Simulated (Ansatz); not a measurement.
System GaP (space group Fm-3m, No. 225); source of the atomic positions: the input geometry of an electronic-structure calculation (not necessarily at equilibrium); the starting structure was generated, so it need not be a known form of this composition.

```cif
data_structure
_symmetry_space_group_name_H-M 'Fm-3m'
_symmetry_Int_Tables_number 225
_cell_length_a 5.1171
_cell_length_b 5.1171
_cell_length_c 5.1171
_cell_angle_alpha 90.000
_cell_angle_beta 90.000
_cell_angle_gamma 90.000
_cell_volume 133.99
loop_
_atom_site_label
_atom_site_type_symbol
_atom_site_symmetry_multiplicity
_atom_site_Wyckoff_symbol
_atom_site_fract_x
_atom_site_fract_y
_atom_site_fract_z
_atom_site_occupancy
Ga1 Ga 4 a 0.00000 0.00000 0.00000 1
P1 P 4 b 0.50000 0.00000 0.00000 1
```

Describe the stacking along [111], with columns A (0, 0), B (1/3, 2/3), C (2/3, 1/3) of the hexagonal mesh spanned by (a − b)/2 and (b − c)/2.

Ga(A) – P(C) – Ga(B) – P(A) – Ga(C) – P(B) (six layers in 8.86 Å).

P layers alone: CAB, the cubic close-packed type.

Ga: three octahedral sites, counted in one hexagonal cell.

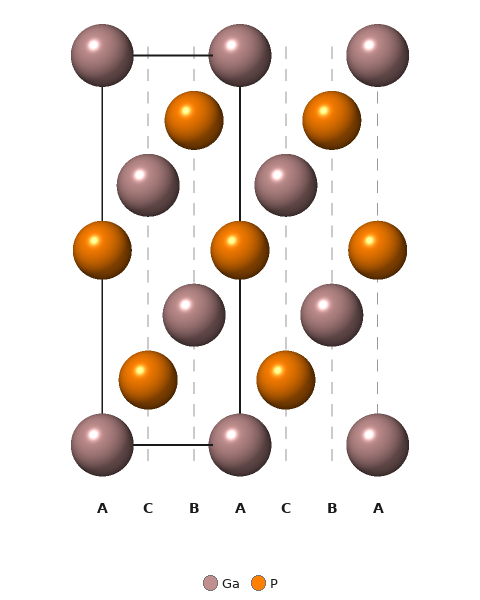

Projection along an edge of the hexagonal mesh, stacking direction [111] upwards. The dashed lines mark the three columns A (0, 0), B (1/3, 2/3) and C (2/3, 1/3). The box is the hexagonal cell of the face-centred cubic lattice. The sequence starts with the first layer at or above the cell's origin.
